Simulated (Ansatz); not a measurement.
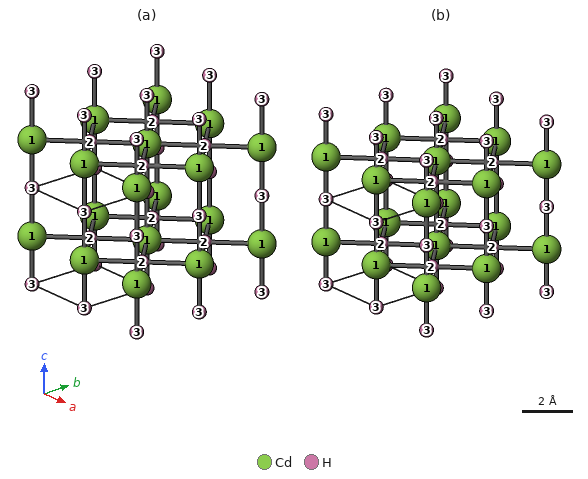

The structure of crystalline CdH$_{2}$ (a generated structure, set up in P4/mmm) (coarse preliminary run) before (left) and after (right) a relaxation, at one scale.

Style: ball-and-stick. Shown: the cell of the calculation, repeated 2 × 2 × 2 with one cell outlined, from a free direction.

Level of theory: Ansatz, DFT PBE, scalar-relativistic, plane waves, PAW.

Input
```yaml
crystal:
  lattice:
    - [3.29550016, 0.0, 0.0]
    - [0.0, 3.29550016, 0.0]
    - [0.0, 0.0, 4.21289187]
  atoms:
    - { symbol: Cd, position: [0.0, 0.0, 0.5] }
    - { symbol: H, position: [0.5, 0.5, 0.5] }
    - { symbol: H, position: [0.0, 0.0, 0.0] }
basis:
  ecutwfc: 420
kpoints:
  mp_grid: { grid: [6, 6, 4] }
hamiltonian:
  xc: pbe
scf:
  occupations: { method: gaussian, width: 0.1 }
  lower_state_search: "off"
output:
  forces: true
  stress: true
  eigenvalues: true
relax:
  adjacent_minimum: "off"
  f_tol: 0.04
  max_steps: 70
  cell: { stress_tol: 0.4 }
```

Command:
```bash
ansatz run input.yaml --threads 1 --pin off --max-ram 2048MiB --backend cpu --events-out ev --progress --plain --runs-dir out
```

### What changed between the two?

The atoms keep their places relative to the cell (all moves are under 0.005 Å). The volume changes by −18.8 %, with a = b 3.296 → 3.163 Å (−4.0 %), c 4.213 → 3.712 Å (−11.9 %). Among the contacts that change: Cd1–H3 2.106 → 1.856 Å, Cd1–H2 2.330 → 2.237 Å. The space group stays P4/mmm (No. 123). Over 4 accepted moves (5 points after the start) the energy falls by 113 meV per atom. All forces vanish by symmetry, so only the cell relaxes. Pressure: −7.55 GPa at the start and −0.08 GPa at the end. The SCF was repeated once at an unchanged geometry on a basis and grid sized afresh for the cell, which shifted the energy by 1.4 meV per atom at most.

Limits of the set-up: the k-point mesh is coarse for a cell with partly filled bands.
